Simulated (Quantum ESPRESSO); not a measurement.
## Cd₂S: 7 runs along one coordinate

System: Cd₂S (P3m1, 3 atoms in the cell).
Method: Kohn-Sham DFT of a periodic cell, r2SCAN, SG15 PBE 1.2, no spin polarisation (Quantum ESPRESSO 7.5).

The 7 runs differ only in the geometry, by an even scaling of the cell at fixed fractional positions. The structure derives from a Materials Project entry.

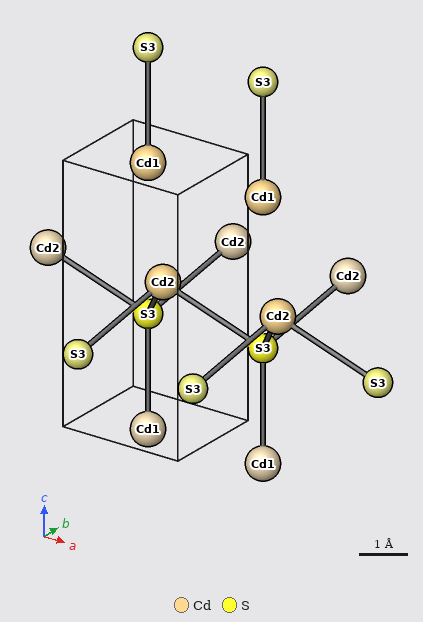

Figure 1. The structure of run 4 (ball-and-stick view of the cell of the calculation, repeated 2 × 1 × 1, seen slightly off an axis; neighbours outside the cell are drawn fainter; atoms are numbered from 1 in the order of the input). An atom can appear more than once, as a periodic image.

**Input of run 4**
```
&CONTROL
  calculation = 'scf'
  prefix = 'pwscf'
  outdir = './tmp'
  pseudo_dir = './pseudo'
  tprnfor = .true.
  tstress = .true.
  disk_io = 'nowf'
/
&SYSTEM
  ibrav = 0
  nat = 3
  ntyp = 2
  ecutwfc = 70
  nbnd = 32
  input_dft = 'r2scan'
  occupations = 'smearing'
  smearing = 'fd'
  degauss = 0.00367493
  nosym = .true.
  nr1 = 48
  nr2 = 48
  nr3 = 60
/
&ELECTRONS
  conv_thr = 1d-08
  electron_maxstep = 120
  mixing_beta = 0.5
/
ATOMIC_SPECIES
Cd   112.4140 Cd_ONCV_PBE-1.2.upf
S     32.0600 S_ONCV_PBE-1.2.upf
CELL_PARAMETERS angstrom
   3.9626700490    0.0000000000    0.0000000000
  -1.9813350245    3.4317729293    0.0000000000
   0.0000000000    0.0000000000    5.8091920000
ATOMIC_POSITIONS crystal
Cd     0.3333333333    0.6666666667    0.9327170000
Cd     0.6666666667    0.3333333333    0.5787350000
S      0.3333333333    0.6666666667    0.3657050000
K_POINTS automatic
4 4 3 0 0 0
```

Command:
```bash
OMP_NUM_THREADS=1 mpirun -n 2 pw.x -nk 2 -in pw.in > pw.out
```

Run 2 differs from it as follows:
```diff
-   3.9626700490    0.0000000000    0.0000000000
-  -1.9813350245    3.4317729293    0.0000000000
-   0.0000000000    0.0000000000    5.8091920000
+   3.9091138886    0.0000000000    0.0000000000
+  -1.9545569443    3.3853919338    0.0000000000
+   0.0000000000    0.0000000000    5.7306797810
```

**Results, with one run withheld**

```csv
run,volume per atom (Å³),"free energy per atom, from the lowest run given (meV)",pressure (GPa),gap on the mesh (eV)
1,24.753,0.33,1.16,1.04
2,25.280,?,?,?
3,25.806,0.00,−1.01,1.02
4,26.333,4.79,−1.92,1.01
5,26.860,12.38,−2.72,1.00
6,27.386,22.45,−3.43,1.00
7,27.913,34.71,−4.05,0.99
```

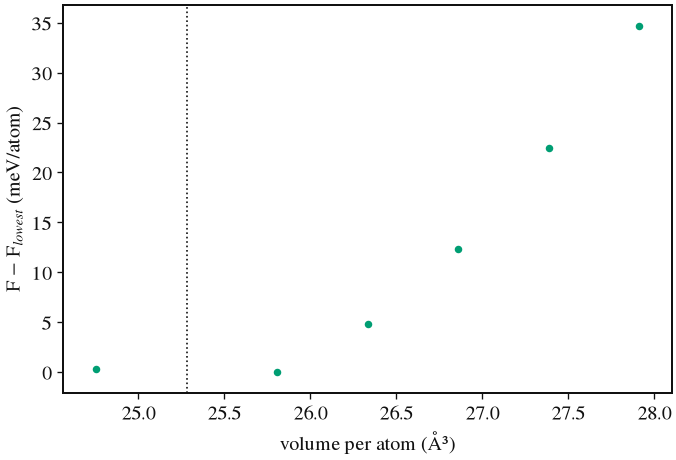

Figure 2. Free energy per atom of the runs given; the dotted line marks run 2.

What should run 2 give?

A cubic polynomial in V^(−2/3) (the Birch–Murnaghan form), fitted to the 6 runs given, misses them by at most 0.01 meV per atom. With x = V^(−2/3) − 0.11258 Å⁻², it reads F = 6.5521 − 4675.1 x + 6.5936e+05 x² + 2.5613e+06 x³ (meV per atom). At run 2 it gives −1.62 meV per atom, and the run itself gives −1.62. The slope of the fit gives a pressure −dF/dV of 0.03 GPa there, and the run prints 0.01 GPa. The fit has its minimum at 25.293 Å³ per atom, where V d²F/dV² gives 52 GPa. Cell shape and fractional positions are held, so this is the stiffness under even scaling; the relaxed bulk modulus wasn't computed and can be far lower in a crystal of layers, chains or molecules like this one. The gap on the mesh goes, without turning, from 1.04 eV in run 1 to 0.99 eV in run 7; run 2 has 1.03 eV. These are gaps of this functional on this mesh, which can miss the band edges; they aren't the measured gap.

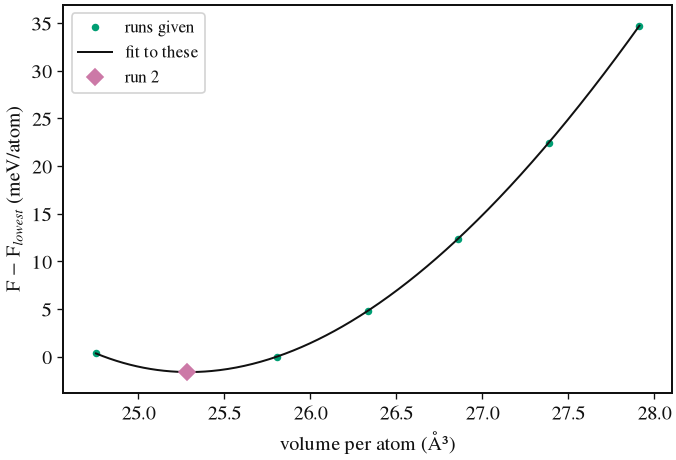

Figure 3. The fit and the withheld run.

**Some lines of the output (run 2)**
```
[...]
     total energy              =    -642.07258915 Ry
     total energy              =    -642.19997808 Ry
     total energy              =    -642.20981434 Ry
     total energy              =    -642.23429544 Ry
     total energy              =    -642.23506402 Ry
     total energy              =    -642.23510030 Ry
     total energy              =    -642.23510437 Ry
     total energy              =    -642.23510502 Ry
     total energy              =    -642.23510507 Ry
     the Fermi energy is     9.7375 ev
!    total energy              =    -642.23510507 Ry
     The total energy is F=E-TS. E is the sum of the following terms:
     Computing stress (Cartesian axis) and pressure
          total   stress  (Ry/bohr**3)                   (kbar)     P=        0.09
```

Notes: Further notes kept with the run: potentials made for another functional. Points of doubt noted for this run: coarse mesh; potentials made for another functional.
